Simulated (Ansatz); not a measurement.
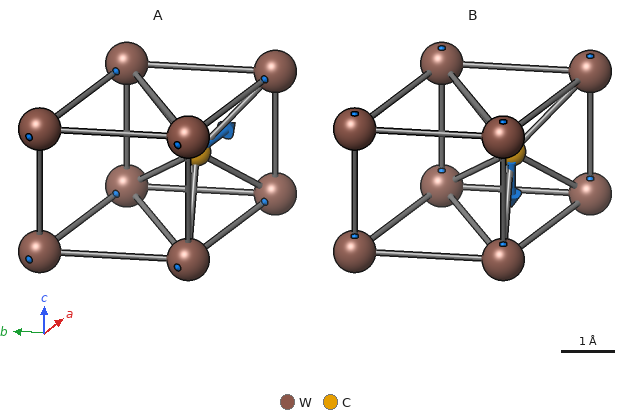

Modes of a crystal of WC relaxed at 7 GPa, space group P-6m2 (No. 187), at the zone centre (one member of each degenerate set). The blue arrows give the relative displacements of the atoms. The picture is a ball-and-stick view of the cell of the calculation, seen from a free direction.

Level of theory: DFT LDA, scalar-relativistic, plane waves, PAW in Ansatz 0.2.0.

The frequencies depend somewhat on the k-mesh and the smearing.

### Give the symmetry species and the selection rules of each.

A is E′, infrared- and Raman-active by symmetry (647 cm⁻¹). B is A₂″, infrared-active by symmetry (621 cm⁻¹). In a metal the free carriers screen the infrared response.
